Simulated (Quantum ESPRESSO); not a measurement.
## GaP (F-43m): modes at Γ and the response to a field

Aim: the zone-centre modes of GaP (F-43m).

Program: Quantum ESPRESSO 7.5. Level of theory: DFT LDA, scalar-relativistic, plane waves, GBRV ultrasoft pseudopotentials. Results are calculated unless marked as measured.

**What experiment says.**

For GaP, zinc blende (literature value (Ref. 21), 300 K), “Temperature dependence of the optical phonon reflection band in GaP” (2021, arxiv:2105.06662) quotes earlier work: Raman mode (TO at Gamma) 367.3 cm⁻¹; infrared mode (TO at Gamma) 366.3 ± 0.3 cm⁻¹.

## Step 1: The starting structure

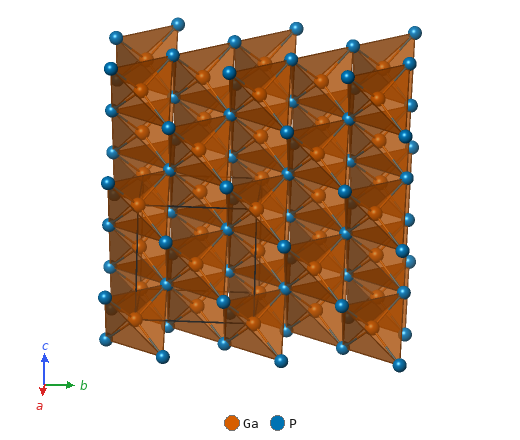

Start, viewed slightly off an axis; gallium orange, phosphorus blue. 1×2×2 cells are drawn. This picture shows the conventional cell, with its axes. Some periodic images of atoms are drawn too.

## Step 2: A probe with smearing

Before anything dear is run, a loose run with smearing shows whether this is a metal and how far the cell is from rest.

File probe.in:

```
&control
   calculation = 'scf'
   prefix = 'x'
   outdir = './tmp'
   pseudo_dir = './pseudo'
   tprnfor = .true.
   tstress = .true.
   verbosity = 'high'
/
&system
   ibrav = 0
   nat = 2
   ntyp = 2
   ecutwfc = 55.0
   ecutrho = 440.0
   occupations = 'smearing'
   smearing = 'gaussian'
   degauss = 0.01
/
&electrons
   conv_thr = 1.0d-07
   mixing_beta = 0.7
   electron_maxstep = 100
/
ATOMIC_SPECIES
 Ga     69.7230  Ga.upf
 P      30.9738  P.upf
CELL_PARAMETERS angstrom
    -2.725250000    0.000000000    2.725250000
     0.000000000    2.725250000    2.725250000
    -2.725250000    2.725250000    0.000000000
ATOMIC_POSITIONS crystal
 Ga     0.000000000   0.000000000   0.000000000
 P      0.250000000   0.250000000   0.250000000
K_POINTS automatic
 6 6 6 0 0 0
```

Command:

```sh
OMP_NUM_THREADS=1 mpirun -n 4 pw.x -nk 4 -in probe.in > probe.out
```

The log of the run:

```text
[banners, grids, parts of the stress and lines that vanish by symmetry left out]
Program PWSCF v.7.5
     Message from routine setup:
     using ibrav=0 with symmetry is DISCOURAGED, use correct ibrav instead
[...]
kinetic-energy cutoff     =      55.0000  Ry
     charge density cutoff     =     440.0000  Ry
     scf convergence threshold =      1.0E-07
[...]
Exchange-correlation=  SLA  PZ   NOGX NOGC
                           (   1   1   0   0   0   0   0)
[...]
24 Sym. Ops. (no inversion) found
[...]
(     0          1          0      )
                  (     0          0          1      )
[...]
(  0.0000000  1.0000000  0.0000000 )
                  ( -0.0000000 -0.0000000  1.0000000 )
[...]
(     1          0         -1      )
                  (     0          0         -1      )
[...]
(  0.0000000  1.0000000  0.0000000 )
[...]
(    -1          0          1      )
                  (    -1          0          0      )
[...]
( -0.0000000 -0.0000000  1.0000000 )
                  (  0.0000000 -1.0000000 -0.0000000 )
[...]
number of k points=    16  Gaussian smearing, width (Ry)=  0.0100
[...]
End of self-consistent calculation
[...]
the Fermi energy is     8.2167 ev
!    total energy              =    -430.59425747 Ry
[...]
convergence has been achieved in  10 iterations
[...]
atom    1 type  1   force =    -0.00000000    0.00000000   -0.00000000
     atom    2 type  2   force =     0.00000000   -0.00000000    0.00000000
[...]
Total force =     0.000000     Total SCF correction =     0.000000
[...]
total   stress  (Ry/bohr**3)                   (kbar)     P=      -31.83
[...]
XML data file, charge density, pseudopotentials, collected wavefunctions

   JOB DONE.
```

The job ended after 6 s (4 MPI ranks of Intel Xeon Platinum 8375C at 2.90GHz (Ice Lake), shared host).

This step gave:

```
volume per atom   : 20.24 Å³
pressure          : -3.183 GPa
gap on the k-mesh : 1.492 eV
```

A gap of 1.5 eV opens on this mesh, so the crystal is taken as an insulator; the start stands at -3.2 GPa.

## Step 3: Relaxing the cell and atoms

The relaxation runs at a cutoff a fifth above that of the response, since stress converges more slowly with the basis than frequencies do. Forces and stress are brought to rest with tight thresholds.

File relax.in:

```
&control
   calculation = 'vc-relax'
   prefix = 'x'
   outdir = './tmp'
   pseudo_dir = './pseudo'
   tprnfor = .true.
   tstress = .true.
   forc_conv_thr = 2.0d-05
   etot_conv_thr = 1.0d-07
   nstep = 40
/
&system
   ibrav = 0
   nat = 2
   ntyp = 2
   ecutwfc = 66
   ecutrho = 528.0
   occupations = 'fixed'
   nbnd = 14
/
&electrons
   conv_thr = 1.0d-11
   mixing_beta = 0.7
   electron_maxstep = 100
/
&ions
/
&cell
   press_conv_thr = 0.2
/
ATOMIC_SPECIES
 Ga     69.7230  Ga.upf
 P      30.9738  P.upf
CELL_PARAMETERS angstrom
    -2.725250000    0.000000000    2.725250000
     0.000000000    2.725250000    2.725250000
    -2.725250000    2.725250000    0.000000000
ATOMIC_POSITIONS crystal
 Ga     0.000000000   0.000000000   0.000000000
 P      0.250000000   0.250000000   0.250000000
K_POINTS automatic
 8 8 8 0 0 0
```

Command:

```sh
OMP_NUM_THREADS=1 mpirun -n 4 pw.x -nk 4 -in relax.in > relax.out
```

The log of the run:

```text
[banners, grids, parts of the stress and lines that vanish by symmetry left out]
[banner, memory and clock lines left out]
Program PWSCF v.7.5

[...]
kinetic-energy cutoff     =      66.0000  Ry
     charge density cutoff     =     528.0000  Ry
     scf convergence threshold =      1.0E-11
[...]
energy convergence thresh.=      1.0E-07
     force convergence thresh. =      2.0E-05
     press convergence thresh. =      2.0E-01
     Exchange-correlation=  SLA  PZ   NOGX NOGC
                           (   1   1   0   0   0   0   0)
[...]
24 Sym. Ops. (no inversion) found
[...]
number of k points=    29
[...]
End of self-consistent calculation
[...]
highest occupied, lowest unoccupied level (ev):     7.4798    8.9702
!    total energy              =    -430.59598183 Ry
[...]
convergence has been achieved in  14 iterations
[...]
atom    1 type  1   force =     0.00000000    0.00000000    0.00000000
     atom    2 type  2   force =     0.00000000    0.00000000    0.00000000
     Total force =     0.000000     Total SCF correction =     0.000000
[...]
total   stress  (Ry/bohr**3)                   (kbar)     P=      -28.67
[...]
number of bfgs steps    =   0
[...]
CELL_PARAMETERS (angstrom)
[...]
ATOMIC_POSITIONS (crystal)
Ga               0.0000000000        0.0000000000        0.0000000000
P                0.2500000000        0.2500000000        0.2500000000
[...]
New effective cutoffs (rho, wfc):  532.10   66.63
[...]
End of self-consistent calculation
[...]
highest occupied, lowest unoccupied level (ev):     7.6755    9.1437
!    total energy              =    -430.59659785 Ry
[...]
convergence has been achieved in   7 iterations
[...]
atom    1 type  1   force =     0.00000000    0.00000000    0.00000000
     atom    2 type  2   force =    -0.00000000   -0.00000000    0.00000000
     Total force =     0.000000     Total SCF correction =     0.000000
[...]
total   stress  (Ry/bohr**3)                   (kbar)     P=      -17.02
[...]
number of bfgs steps    =   1
[...]
CELL_PARAMETERS (angstrom)
[...]
ATOMIC_POSITIONS (crystal)
Ga              -0.0000000000        0.0000000000        0.0000000000
P                0.2500000000        0.2500000000        0.2500000000
[...]
New effective cutoffs (rho, wfc):  539.61   67.57
[...]
End of self-consistent calculation
[...]
highest occupied, lowest unoccupied level (ev):     7.9616    9.3873
!    total energy              =    -430.59690160 Ry
[...]
convergence has been achieved in   8 iterations
[...]
atom    1 type  1   force =    -0.00000000   -0.00000000    0.00000000
     atom    2 type  2   force =     0.00000000    0.00000000   -0.00000000
     Total force =     0.000000     Total SCF correction =     0.000000
[...]
total   stress  (Ry/bohr**3)                   (kbar)     P=        1.17
[...]
number of bfgs steps    =   2
[...]
CELL_PARAMETERS (angstrom)
[...]
ATOMIC_POSITIONS (crystal)
[...]
New effective cutoffs (rho, wfc):  539.13   67.51
[...]
End of self-consistent calculation
[...]
highest occupied, lowest unoccupied level (ev):     7.9431    9.3717
!    total energy              =    -430.59690386 Ry
[...]
convergence has been achieved in   7 iterations
[...]
atom    1 type  1   force =    -0.00000000    0.00000000    0.00000000
     atom    2 type  2   force =     0.00000000   -0.00000000   -0.00000000
     Total force =     0.000000     Total SCF correction =     0.000000
[...]
total   stress  (Ry/bohr**3)                   (kbar)     P=       -0.05
[...]
number of bfgs steps    =   3
[...]
small trust_radius: resetting bfgs history
[...]
CELL_PARAMETERS (angstrom)
[...]
ATOMIC_POSITIONS (crystal)
[...]
New effective cutoffs (rho, wfc):  539.14   67.51
[...]
End of self-consistent calculation
[...]
highest occupied, lowest unoccupied level (ev):     7.9435    9.3720
!    total energy              =    -430.59690387 Ry
[...]
convergence has been achieved in   4 iterations
[...]
atom    1 type  1   force =     0.00000000    0.00000000    0.00000000
     atom    2 type  2   force =    -0.00000000   -0.00000000    0.00000000
     Total force =     0.000000     Total SCF correction =     0.000000
[...]
total   stress  (Ry/bohr**3)                   (kbar)     P=       -0.02
[...]
bfgs converged in   5 scf cycles and   4 bfgs steps
[...]
End of BFGS Geometry Optimization
     Final enthalpy           =    -430.5969038665 Ry
     File ./tmp/x.bfgs deleted, as requested
[...]
CELL_PARAMETERS (angstrom)
[...]
ATOMIC_POSITIONS (crystal)
Ga              -0.0000000000        0.0000000000        0.0000000000
P                0.2500000000        0.2500000000        0.2500000000
[...]
Final scf calculation at the relaxed structure.
[...]
kinetic-energy cutoff     =      66.0000  Ry
     charge density cutoff     =     528.0000  Ry
     scf convergence threshold =      1.0E-13
[...]
press convergence thresh. =      2.0E-01
     Exchange-correlation=  SLA  PZ   NOGX NOGC
                           (   1   1   0   0   0   0   0)
[...]
24 Sym. Ops. (no inversion) found
[...]
number of k points=    29
[...]
c_bands:  1 eigenvalues not converged
[...]
End of self-consistent calculation
[...]
highest occupied, lowest unoccupied level (ev):     7.9435    9.3720
!    total energy              =    -430.59675215 Ry
[...]
convergence has been achieved in  25 iterations
[...]
atom    1 type  1   force =     0.00000000    0.00000000   -0.00000000
     atom    2 type  2   force =    -0.00000000   -0.00000000    0.00000000
     Total force =     0.000000     Total SCF correction =     0.000000
[...]
total   stress  (Ry/bohr**3)                   (kbar)     P=        0.20
[...]
XML data file, charge density, pseudopotentials, collected wavefunctions
```

Elapsed: 65 s, on 4 MPI ranks; 4.3 min of CPU time.

Step by step:

| step | energy less that of the first step (eV) | largest force (eV/Å) | pressure (GPa) | volume (Å³) |
| --- | --- | --- | --- | --- |
| 1 | 0.0000 | 0.0000 | -2.87 | 40.48 |
| 2 | -0.0084 | 0.0000 | -1.70 | 39.89 |
| 3 | -0.0125 | 0.0000 | 0.12 | 39.06 |
| 4 | -0.0125 | 0.0000 | -0.01 | 39.11 |
| 5 | -0.0125 | 0.0000 | 0.00 | 39.11 |
| 6 | -0.0105 | 0.0000 | 0.02 | 39.11 |

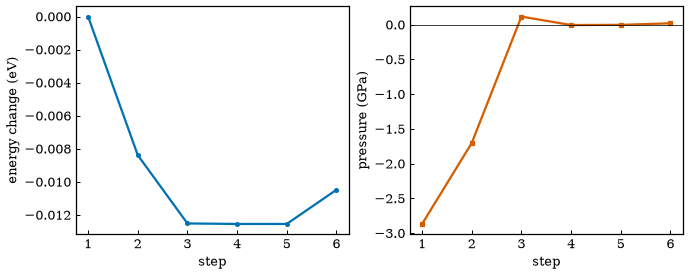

Energy and pressure along the relaxation.

| conventional cell, symmetrised | before | after | change |
| --- | --- | --- | --- |
| a (Å) | 5.451 | 5.388 | -1.1 % |
| b (Å) | 5.451 | 5.388 | -1.1 % |
| c (Å) | 5.451 | 5.388 | -1.1 % |
| volume (Å³/atom) | 20.24 | 19.56 | -3.4 % |

The relaxed structure:

```xyz
2
Lattice="-2.6942 0.0000 2.6942 0.0000 2.6942 2.6942 -2.6942 2.6942 0.0000" Properties=species:S:1:pos:R:3 pbc="T T T"
Ga    0.0000    0.0000    0.0000
P    -1.3471    1.3471    1.3471
```

The last row of the table of steps is pw.x's closing run on a basis chosen anew for the final cell, so its energy can jump.

This step gave:

```yaml
volume_per_atom: 19.56 Å³
pressure: 0.02 GPa
gap_on_the_k_mesh: 1.428 eV
```

The volume changes by -3.4 % from the cell with which this run began.

## Step 4: Ground state

The response is built on this ground state, so it is converged far tighter than an energy would need. With a gap, occupations are fixed, which also allows the response to an electric field.

File scf.in:

```
&control
   calculation = 'scf'
   prefix = 'x'
   outdir = './tmp'
   pseudo_dir = './pseudo'
   tprnfor = .true.
   tstress = .true.
/
&system
   ibrav = 0
   nat = 2
   ntyp = 2
   ecutwfc = 55.0
   ecutrho = 440.0
   occupations = 'fixed'
   nbnd = 14
/
&electrons
   conv_thr = 1.0d-12
   mixing_beta = 0.7
   electron_maxstep = 100
/
ATOMIC_SPECIES
 Ga     69.7230  Ga.upf
 P      30.9738  P.upf
CELL_PARAMETERS angstrom
    -2.694213159    0.000000000    2.694213159
     0.000000000    2.694213159    2.694213159
    -2.694213159    2.694213159    0.000000000
ATOMIC_POSITIONS crystal
 Ga     0.000000000   0.000000000   0.000000000
 P      0.250000000   0.250000000   0.250000000
K_POINTS automatic
 8 8 8 0 0 0
```

Command:

```sh
OMP_NUM_THREADS=1 mpirun -n 4 pw.x -nk 4 -in scf.in > scf.out
```

The log of the run:

```text
[banners, grids, parts of the stress and lines that vanish by symmetry left out]
[banner, memory and clock lines left out]
Program PWSCF v.7.5

[...]
kinetic-energy cutoff     =      55.0000  Ry
     charge density cutoff     =     440.0000  Ry
     scf convergence threshold =      1.0E-12
[...]
Exchange-correlation=  SLA  PZ   NOGX NOGC
                           (   1   1   0   0   0   0   0)
[...]
24 Sym. Ops. (no inversion) found
[...]
number of k points=    29
[...]
End of self-consistent calculation
[...]
highest occupied, lowest unoccupied level (ev):     7.9434    9.3719
!    total energy              =    -430.59616868 Ry
[...]
convergence has been achieved in  16 iterations
[...]
atom    1 type  1   force =    -0.00000000    0.00000000    0.00000000
     atom    2 type  2   force =     0.00000000   -0.00000000   -0.00000000
     Total force =     0.000000     Total SCF correction =     0.000000
[...]
total   stress  (Ry/bohr**3)                   (kbar)     P=        2.08
[...]
XML data file, charge density, pseudopotentials, collected wavefunctions
```

Wall time 10 s (4 MPI ranks); 40 s of CPU time.

Numbers from this step:

```yaml
pressure: 0.2080 GPa
gap_on_the_k_mesh: 1.429 eV
```

The cell stands at 0.21 GPa, close enough for stiff modes, while soft ones can move.

(Continued in part 2 of 4.)

[Host names and launcher messages were left out of these logs when they were recorded.]

[Logs are printed without paths, hosts, clocks, repeated set-up lines and the standing remarks that a program may print on its own settings, such as how far it seeks lower states.]

[Hosts, paths, dates, database ids (printed as entryN), source tags and the programs' standing remarks are cut or masked in the printed files.]
